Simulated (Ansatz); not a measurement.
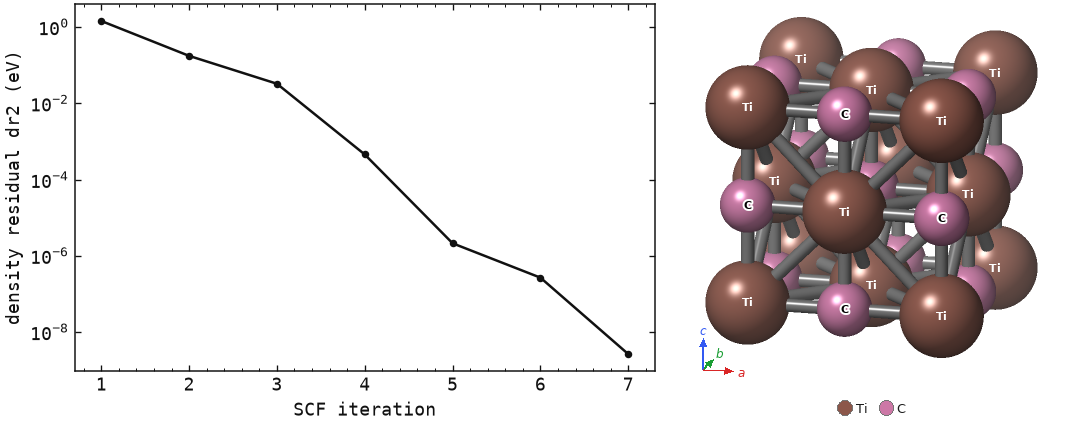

Beside the plot: the structure in its conventional cell.

The plot shows the SCF iterations of a calculation: density residual dr2. The starting density is a sum of atomic densities corrected by a trained network.

TiC (2 atoms in the cell), run with Ansatz.

```
crystal:
  lattice:
    - [0.0, 1.51652307, 1.51652307]
    - [1.51652307, 0.0, 1.51652307]
    - [1.51652307, 1.51652307, 0.0]
  atoms:
    - { symbol: Ti, position: [0.0, 0.0, 0.0] }
    - { symbol: C, position: [0.5, 0.5, 0.5] }
basis:
  ecutwfc: 420
kpoints:
  mp_grid: { grid: [24, 24, 24] }
hamiltonian:
  xc: pbe
scf:
  occupations: { method: gaussian, width: 0.15 }
  max_iter: 60
output:
  forces: true
  eigenvalues: true
  stress: true
```

Run as:
```bash
ansatz run input.yaml --threads 1 --pin off --max-ram 2560MiB --backend cpu --events-out ev --progress --plain --runs-dir out
```

Was self-consistency reached?

Answer. It converged, after 7 iterations. The residual falls at every step.

What is the residual at the start and at the end?

Answer. It starts near 1 and ends near 3 × 10⁻⁹ eV.

Is anything amiss with this input?

Answer. The input holds a fault (a lattice far too small). The SCF closed all the same, which doesn't make the results meaningful for the real system.
